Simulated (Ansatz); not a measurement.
Consider W$_{13}$Se$_{28}$ (cell with a defect).

Input

```
crystal:
  lattice:
    - [-1.6395078583, -8.5191327297, 0.0]
    - [-6.558031433, 5.6794218198, 0.0]
    - [0.0, 0.0, -12.7885054129]
  atoms:
    - { symbol: W, position: [0.5210300894, 0.616917906, 0.7493324748] }
    - { symbol: W, position: [0.3833937987, 0.9030782238, 0.7494456957] }
    - { symbol: W, position: [0.2351974351, 0.1933765402, 0.7494621775] }
    - { symbol: W, position: [0.0973411268, 0.479593081, 0.7496729989] }
    - { symbol: W, position: [0.9594607667, 0.7650521169, 0.7494715128] }
    - { symbol: W, position: [0.8066890587, 0.0408556756, 0.7497079199] }
    - { symbol: W, position: [0.6188698656, 0.0953410455, 0.249619555] }
    - { symbol: W, position: [0.475710998, 0.3807253116, 0.2496054462] }
    - { symbol: W, position: [0.3329490697, 0.6666304158, 0.249597363] }
    - { symbol: W, position: [0.1901626806, 0.9525114984, 0.2495759125] }
    - { symbol: W, position: [0.0470483471, 0.2379838766, 0.2495329579] }
    - { symbol: W, position: [0.9042330845, 0.5238530009, 0.249568173] }
    - { symbol: W, position: [0.761590148, 0.8094085114, 0.2495325358] }
    - { symbol: Se, position: [0.6662682712, 0.3333383781, 0.3813737155] }
    - { symbol: Se, position: [0.5233194179, 0.6186912378, 0.3813695832] }
    - { symbol: Se, position: [0.380912355, 0.90495257, 0.381395434] }
    - { symbol: Se, position: [0.2376349382, 0.1907775192, 0.3815078318] }
    - { symbol: Se, position: [0.0945475742, 0.4762636911, 0.3813641375] }
    - { symbol: Se, position: [0.9523336386, 0.7618708371, 0.381512707] }
    - { symbol: Se, position: [0.8088206605, 0.0472307641, 0.3815058173] }
    - { symbol: Se, position: [0.6213340906, 0.097653188, 0.8779347898] }
    - { symbol: Se, position: [0.4792553427, 0.3787773613, 0.8767207661] }
    - { symbol: Se, position: [0.334300245, 0.6666150589, 0.8829072976] }
    - { symbol: Se, position: [0.1966811844, 0.9569795459, 0.881103733] }
    - { symbol: Se, position: [0.0433809491, 0.2386038194, 0.8811651194] }
    - { symbol: Se, position: [0.9030873803, 0.5228628325, 0.8779493555] }
    - { symbol: Se, position: [0.76179886, 0.8035705712, 0.881098266] }
    - { symbol: Se, position: [0.6662495208, 0.333289024, 0.1178336738] }
    - { symbol: Se, position: [0.5232213467, 0.6185656393, 0.1177717704] }
    - { symbol: Se, position: [0.3809944041, 0.9049699109, 0.1178182053] }
    - { symbol: Se, position: [0.2377524666, 0.1908059407, 0.11763559] }
    - { symbol: Se, position: [0.0946640614, 0.4763642981, 0.1177826161] }
    - { symbol: Se, position: [0.9523660609, 0.7618867729, 0.1176333298] }
    - { symbol: Se, position: [0.8087326426, 0.047224147, 0.1176220365] }
    - { symbol: Se, position: [0.621063078, 0.0984275105, 0.6219499486] }
    - { symbol: Se, position: [0.4770334456, 0.3788187709, 0.6208663135] }
    - { symbol: Se, position: [0.333616608, 0.6664064413, 0.6160485468] }
    - { symbol: Se, position: [0.1963897827, 0.9570645471, 0.6178466564] }
    - { symbol: Se, position: [0.0430275298, 0.2386921224, 0.6180548219] }
    - { symbol: Se, position: [0.9012171113, 0.5217604872, 0.6220356652] }
    - { symbol: Se, position: [0.7617980124, 0.8040169007, 0.6178984637] }
  host:
    lattice:
      - [3.2790157165, 0.0, 0.0]
      - [-1.6395078583, 2.8397109099, 0.0]
      - [0.0, 0.0, 12.7885054129]
    atoms:
      - { symbol: W, position: [0.3333333333, 0.6666666667, 0.25] }
      - { symbol: W, position: [0.6666666667, 0.3333333333, 0.75] }
      - { symbol: Se, position: [0.3333333333, 0.6666666667, 0.6182884571] }
      - { symbol: Se, position: [0.6666666667, 0.3333333333, 0.1182884571] }
      - { symbol: Se, position: [0.3333333333, 0.6666666667, 0.8817115429] }
      - { symbol: Se, position: [0.6666666667, 0.3333333333, 0.3817115429] }
basis:
  ecutwfc: 420
  xc_grid: 2
kpoints:
  mp_grid: { grid: [2, 2, 2], shift: [0.0, 0.0, 0.0] }
hamiltonian:
  xc: pbe
  dispersion: d3bj
scf:
  occupations: { method: gaussian, width: 0.01 }
output:
  forces: true
  stress: false
  eigenvalues: true
  charged_corrections:
    defect_position: [0.66666667, 0.33333333, 0.75]
    epsilon: [[15.7673, 0.0, 0.0], [0.0, 15.7673, 0.0], [0.0, 0.0, 8.2365]]
  write_density: true
  write_potential: true
  elf: true
  volumetric_format: npy
relax:
  adjacent_minimum: "off"
  f_tol: 0.025
  max_steps: 60
```

Run with:

```sh
ansatz run input.yaml --threads 8 --pin off --max-ram 22528MiB --backend cpu --events-out ev --progress --plain --runs-dir out
```

The fields are those of the run's last geometry, not of the input's.

These are results of Ansatz, DFT PBE+D3(BJ), scalar-relativistic, plane waves, PAW, not measurements.

**What will maps of the valence pseudo-density and electron localisation function show?**

W–Se (2.55 Å): ρ is about 0.54 e/Å³ halfway; the ELF is about 0.55 at the midpoint.

**Does the calculation give a band gap?**

It is metallic or semimetallic at this level of theory: no gap opens.

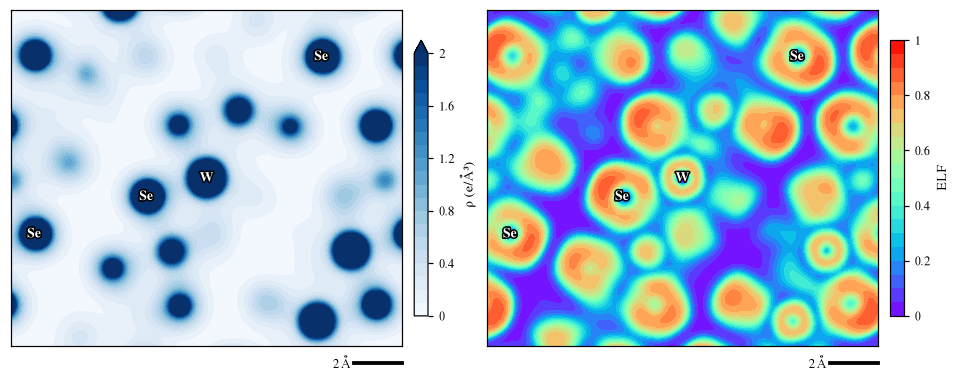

Computed valence pseudo-density and electron localisation function on the (111) plane of the calculation cell, in this order. Atoms just off the plane (W, 0.3 Å away and Se, 0.3 Å away) can leave unmarked features too.

In a PAW calculation such maps are meaningful between the atoms, not at the nuclei.
